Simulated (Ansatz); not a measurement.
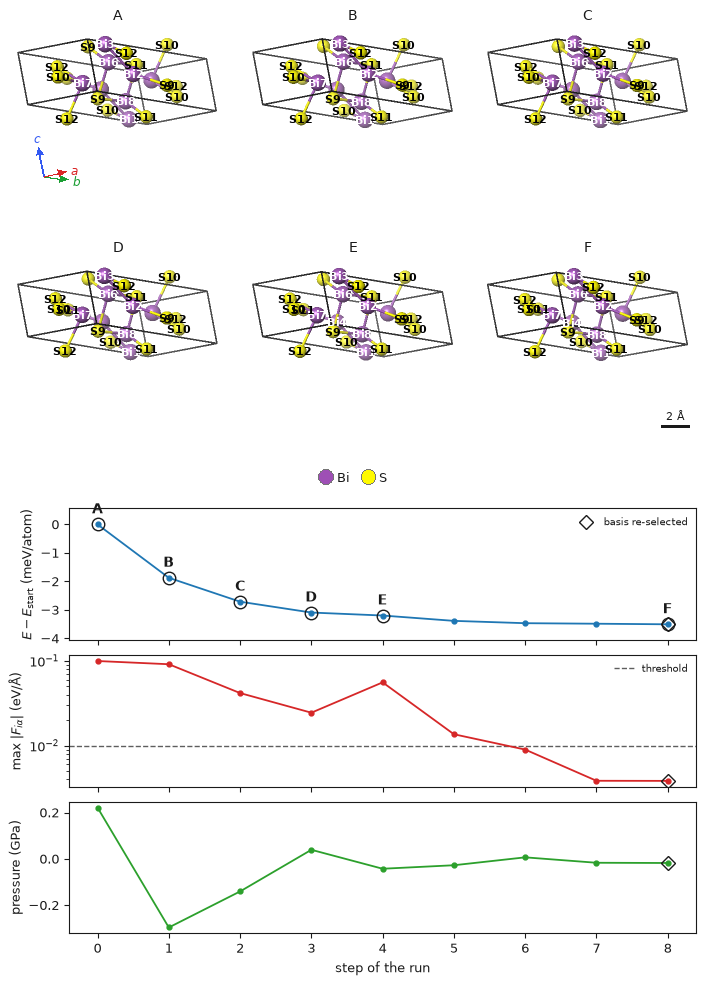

Frames of a relaxation of a crystal of Bi$_{2}$S (set up in P2_1/c), marked on the history of the run. Style: ball-and-stick. Shown: the cell of the calculation, from a free direction.

All numbers below come from DFT PBE, scalar-relativistic, plane waves, PAW in Ansatz 0.2.0. (plane-wave cutoff 420 eV; k-point mesh 6 × 4 × 10; occupations gaussian; smearing width 0.1 eV; no spin polarisation; cell and atoms relaxed; force threshold 0.01 eV/Å; at most 80 steps)

Question: What happens along the run?

Answer: The largest moves relative to the cell, 0.14 Å, are those of S atoms. By element the largest moves are S 0.14 Å, Bi 0.11 Å. The drawn cell changes as follows: a 7.526 → 7.440 Å (−1.1 %), b 11.885 → 12.078 Å (+1.6 %), c 4.168 → 4.188 Å (+0.5 %), β 104.8° → 105.9°; the volume changes by +0.4 %. Near-neighbour distances that change, for instance: Bi–S 2.899 → 2.971 Å, Bi–Bi 3.116 → 3.159 Å, Bi–S 2.935 → 2.972 Å, Bi–S 2.638 → 2.608 Å. The space group stays P2_1/c (No. 14). The energy falls by 3.5 meV per atom in 7 accepted moves (8 points after the start). The largest force component goes from 0.1 to 0.0038 eV/Å. The pressure goes from 0.22 to −0.02 GPa. The SCF was repeated once at an unchanged geometry on a basis and grid sized afresh for the cell, which shifted the energy by less than 0.05 meV per atom at most. From step 0 to 1: S atoms move most (0.06 Å), volume +1.0 %, energy −1.9 meV per atom. From step 1 to 2: S atoms move most (0.04 Å), volume −0.1 %, energy −0.8 meV per atom. From step 2 to 3: S atoms move most (0.03 Å), volume −0.3 %, energy −0.4 meV per atom. From step 3 to 4: S atoms move most (0.03 Å), volume −0.2 %, energy −0.1 meV per atom. From step 4 to 8: Bi atoms move most (0.03 Å), energy −0.3 meV per atom.

```
step  E − E(0), meV/atom  largest force component, eV/Å  pressure, GPa  volume, Å³/atom                      note
   0                0.00                         0.0998           0.22           30.042                          
   1               -1.87                         0.0915          -0.30           30.349                          
   2               -2.71                         0.0418          -0.14           30.312                          
   3               -3.09                         0.0245           0.04           30.210                          
   4               -3.20                         0.0559          -0.04           30.158                          
   5               -3.38                         0.0136          -0.03           30.176                          
   6               -3.47                         0.0090           0.01           30.168                          
   7               -3.48                         0.0038          -0.02           30.158                          
   8               -3.50                         0.0038          -0.02           30.158  same geometry, new basis
```
